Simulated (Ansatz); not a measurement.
**Zr₃Si₂: 7 runs along one coordinate**

System: Zr₃Si₂ (10 atoms in the cell).
Method: DFT PBEsol, scalar-relativistic, plane waves, PAW, no spin polarisation (Ansatz 0.2.0).

The 7 runs differ only in the geometry, by a shift of atoms along one path in a fixed cell. The shift s is measured from run 4: Zr5 moves along the Cartesian direction (0.00, 0.00, −1.00), and Zr6 with it in fixed proportion. The structure derives from a Materials Project entry.

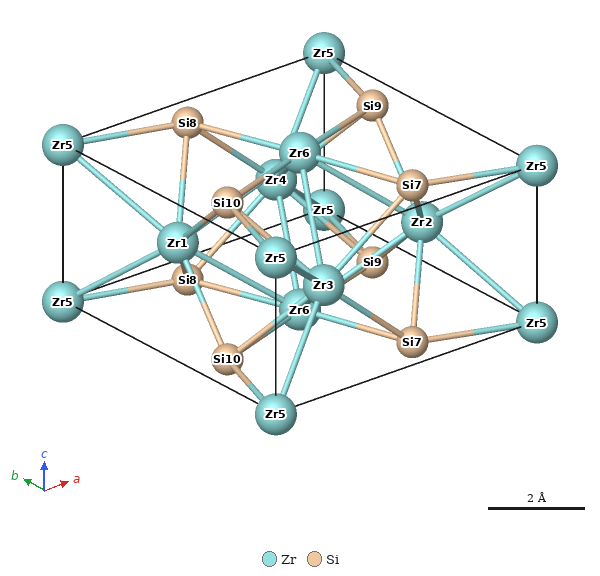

Figure 1. The structure of run 4 (ball-and-stick view of the cell of the calculation, seen at an oblique angle; atoms are numbered from 1 in the order of the input). An atom can appear more than once, as a periodic image.

## Input of run 4
```yaml
crystal:
  lattice:
    - [7.0655778271, 0.0, 0.0]
    - [0.0, 7.0655778271, 0.0]
    - [0.0, 0.0, 3.6444907296]
  atoms:
    - { symbol: Zr, position: [0.1744786434, 0.6744786434, 0.5] }
    - { symbol: Zr, position: [0.8255213566, 0.3255213566, 0.5] }
    - { symbol: Zr, position: [0.3255213566, 0.1744786434, 0.5] }
    - { symbol: Zr, position: [0.6744786434, 0.8255213566, 0.5] }
    - { symbol: Zr, position: [0.0, 0.0, -0.0082316028] }
    - { symbol: Zr, position: [0.5, 0.5, 0.0082316028] }
    - { symbol: Si, position: [0.6223900186, 0.1223900186, 0.0] }
    - { symbol: Si, position: [0.3776099814, 0.8776099814, 0.0] }
    - { symbol: Si, position: [0.8776099814, 0.6223900186, 0.0] }
    - { symbol: Si, position: [0.1223900186, 0.3776099814, 0.0] }
basis:
  ecutwfc: 420
kpoints:
  mp_grid: { grid: [6, 6, 12] }
hamiltonian:
  xc: pbesol
scf:
  occupations: { method: gaussian, width: 0.15 }
output:
  forces: true
  stress: true
  eigenvalues: true
```

Command:
```bash
ansatz run input.yaml --threads 2 --pin off --max-ram 5120MiB --backend cpu --events-out ev --progress --plain --runs-dir out
```

Lattice vectors (Å) and fractional positions of run 4:
```
   7.065578    0.000000    0.000000
   0.000000    7.065578    0.000000
   0.000000    0.000000    3.644491
Zr  0.174479  0.674479  0.500000
Zr  0.825521  0.325521  0.500000
Zr  0.325521  0.174479  0.500000
Zr  0.674479  0.825521  0.500000
Zr  0.000000  0.000000 -0.008232
Zr  0.500000  0.500000  0.008232
Si  0.622390  0.122390  0.000000
Si  0.377610  0.877610  0.000000
Si  0.877610  0.622390  0.000000
Si  0.122390  0.377610  0.000000
```

Run 5 differs from it as follows:
```diff
-    - { symbol: Zr, position: [0.0, 0.0, -0.0082316028] }
-    - { symbol: Zr, position: [0.5, 0.5, 0.0082316028] }
+    - { symbol: Zr, position: [0.0, 0.0, -0.0123474042] }
+    - { symbol: Zr, position: [0.5, 0.5, 0.0123474042] }
```

## Results, with one run withheld

| run | shift s of Zr5 (Å) | free energy per atom, from the lowest run given (meV) | pressure (GPa) | force along the path (eV/Å) |
| --- | --- | --- | --- | --- |
| 1 | −0.1500 | 7.96 | 0.09 | 1.344 |
| 2 | −0.0900 | 1.90 | 0.05 | 0.675 |
| 3 | −0.0150 | 0.00 | 0.03 | −0.169 |
| 4 | 0.0000 | 0.38 | 0.04 | −0.338 |
| 5 | 0.0150 | ? | ? | ? |
| 6 | 0.0450 | 3.04 | 0.05 | −0.843 |
| 7 | 0.0750 | 6.07 | 0.07 | −1.178 |

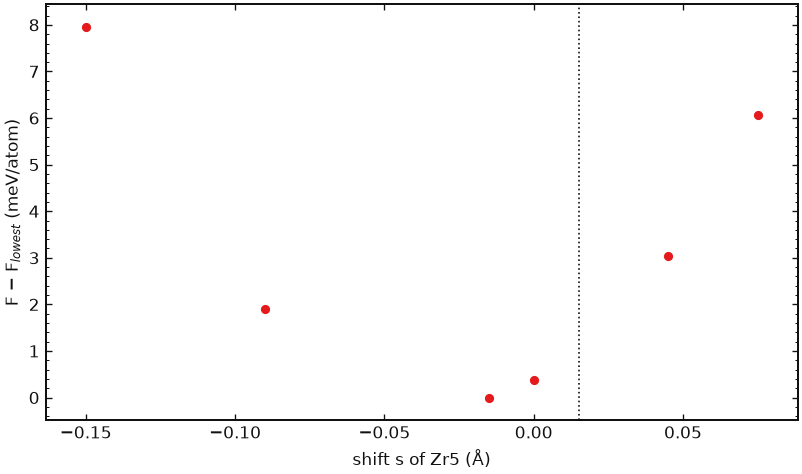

Figure 2. Free energy per atom of the runs given; the dotted line marks run 5.

What should run 5 give?

A cubic polynomial in the coordinate, fitted to the 6 runs given, misses them by under 0.01 meV per atom. With x = s + 0.0225, it reads F = −0.092557 + 8.41 x + 561.82 x² + 3.7949 x³ (meV per atom). At run 5 it gives 1.01 meV per atom, and the run itself gives 1.01. The slope of the fit gives a force −dF/ds of −0.506 eV/Å along the path (summed over the atoms that move), and the printed forces give −0.506 eV/Å. The fit has its minimum at s = −0.0300 Å.

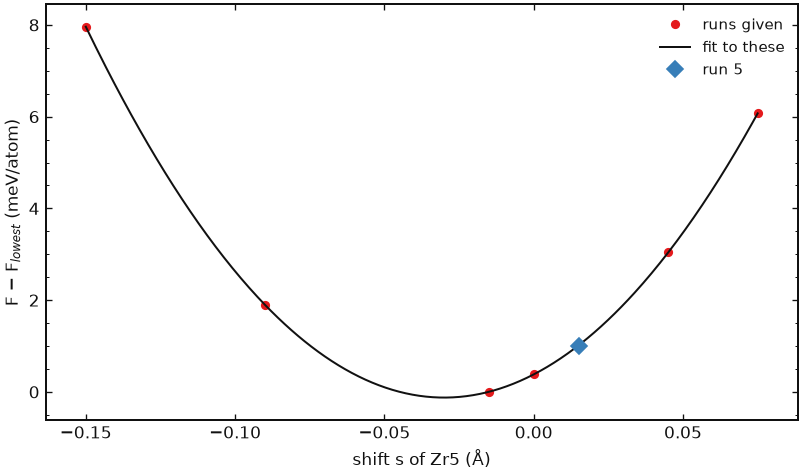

Figure 3. The fit and the withheld run.

## Output, shortened to warnings, some set-up lines, iterations and results (run 5)
```
Basis set: ecut = 420 eV, 3513 PW (Γ), exchange–correlation on 96×96×50 points (8 copies of the dense FFT grid, shifted against one another)
Symmetry: 8 space group operations
k-points: 70 of 432 (time reversal used)
Initial density: superposition of atomic densities (neutral atoms: chi_scale 0, normalization atom), corrected by the library's trained network
[...]
SCF iter   1: F=—  HF=-27267.436338 eV  |F-HF|=—  |Δ(HF+E_count)|=         —  Δρ=3.37e-3  dr2=2.06e-2  ethr=1.77e-3  ⟨swp⟩=5.7  Hψ=15448  notcnv=0
SCF iter   2: F=—  HF=-27267.432268 eV  |F-HF|=—  |Δ(HF+E_count)|=   4.07e-3  Δρ=1.91e-3  dr2=5.40e-3  ethr=2.35e-5  ⟨swp⟩=2.1  Hψ=6260  notcnv=0
SCF iter   3: F=—  HF=-27267.431371 eV  |F-HF|=—  |Δ(HF+E_count)|=   8.97e-4  Δρ=5.29e-4  dr2=8.21e-4  ethr=6.14e-6  ⟨swp⟩=2.0  Hψ=4970  notcnv=0
SCF iter   4: F=—  HF=-27267.431225 eV  |F-HF|=—  |Δ(HF+E_count)|=   1.46e-4  Δρ=9.28e-5  dr2=1.60e-5  ethr=9.33e-7  ⟨swp⟩=2.0  Hψ=4812  notcnv=0
SCF iter   5: F=—  HF=-27267.431308 eV  |F-HF|=—  |Δ(HF+E_count)|=   8.30e-5  Δρ=2.01e-5  dr2=1.61e-6  ethr=1.82e-8  ⟨swp⟩=2.0  Hψ=6037  notcnv=0
SCF iter   6: F=—  HF=-27267.431308 eV  |F-HF|=—  |Δ(HF+E_count)|=   2.05e-7  Δρ=4.74e-6  dr2=1.20e-7  ethr=1.83e-9  ⟨swp⟩=2.0  Hψ=4048  notcnv=0
SCF iter   7: F=-27267.431308 eV  HF=-27267.431308 eV  |F-HF|=3.50e-9  |Δ(HF+E_count)|=   1.90e-8  Δρ=9.02e-7  dr2=4.14e-9  ethr=1.14e-10  ⟨swp⟩=9.5  Hψ=13141  notcnv=0
SCF 1 converged in 7 iterations: F = -27267.431308 eV  dr2 = 4.14e-9
SCF converged after 7 iterations
Free energy (F): -27267.431308 eV
Harris-Foulkes:  -27267.431308 eV  (|F-HF|=3.50e-9)
Internal energy: -27267.343770 eV  (E = F + TS)
E sigma→0 (E₀):  -27267.387539 eV
Entropy (-TS):   -0.087538 eV (-8.754 meV/atom)
Fermi energy:    13.632440 eV
--- Per-component energies (eV) ---
  E_band       = -449.639912
  E_kinetic    = 2176.651098
  E_local      = -3884.296664  (includes V_loc(G=0)·N_el)
  E_nonlocal   = 592.185318
  E_hartree    = 1254.486278
  E_xc         = -1192.308875
  E_vxc        = -1343.612880  (∫ρ·V_xc dr)
  E_paw        = -19396.641177  (= ΣΔE_a)
  E_vpaw       = -499.539658  (= ΣTr[D̂ρ^β])
  E_aug_tail   = 0.000167  (compensation charges beyond the density's cutoff)
  E_ewald      = -6818.540481
  E_core_change = 1.120565  (= ΣΔE_core)
  E_smearing   = -0.087538  (= −TS)
  E_closure    = 0.000000  (closes the sum)
  Σ components = -27267.431308   (vs F -27267.431308, Δ=0.00e0)
--- Forces (eV/Å), atoms counted from 1 ---
  atom   1  Zr    -0.00572323    -0.00572323     0.00000000
  atom   2  Zr     0.00572323     0.00572323     0.00000000
  atom   3  Zr     0.00572323    -0.00572323    -0.00000000
  atom   4  Zr    -0.00572323     0.00572323     0.00000000
  atom   5  Zr    -0.00000000     0.00000000     0.25318052
  atom   6  Zr    -0.00000000    -0.00000000    -0.25318052
  atom   7  Si     0.00065875     0.00065875     0.00000000
  atom   8  Si    -0.00065875    -0.00065875     0.00000000
  atom   9  Si    -0.00065875     0.00065875     0.00000000
  atom  10  Si     0.00065875    -0.00065875     0.00000000
  max |Σ_I F_I| component: 1.30e-18 eV/Å
--- Stress (GPa, compression-positive) ---
       -0.035096       0.000000       0.000000
        0.000000      -0.035096       0.000000
        0.000000       0.000000       0.193890
  P = ⅓ Tr σ = 0.0412 GPa (0.412 kbar)
```
